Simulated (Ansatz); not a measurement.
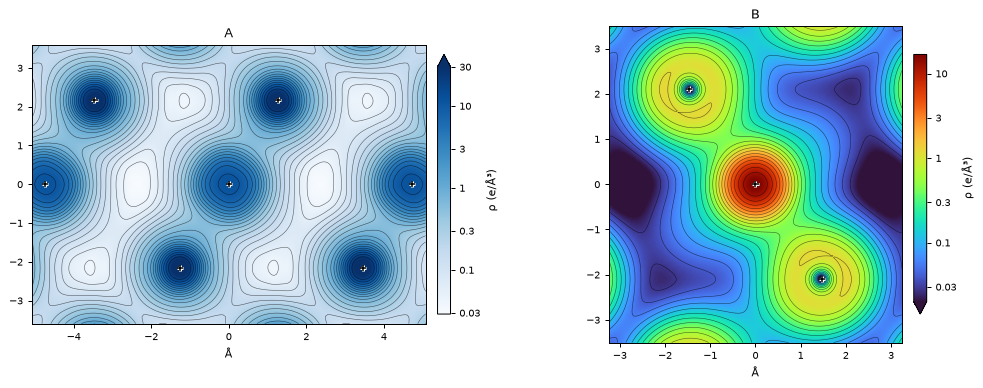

The valence pseudo-density of 2 systems, each on a plane through atoms (crosses mark nuclei in the plane).

Method: DFT PBEsol, scalar-relativistic, plane waves, PAW in Ansatz 0.2.0.

System 1: SnS₂, the (110) plane of the conventional cell. Space group P-3m1.

System 2: PtSe₂, the (110) plane of the conventional cell. Space group P-3m1; computed pressure about 2 GPa in this cell.

Match each panel to its system.

Panel A is system 2, PtSe₂: the plane holds Pt and Se. Pt–Se (2.51 Å): ρ is about 0.58 e/Å³ halfway. Panel B is system 1, SnS₂: the plane holds Sn and S. Sn–S (2.57 Å): the density is about 0.45 e/Å³ at the midpoint.
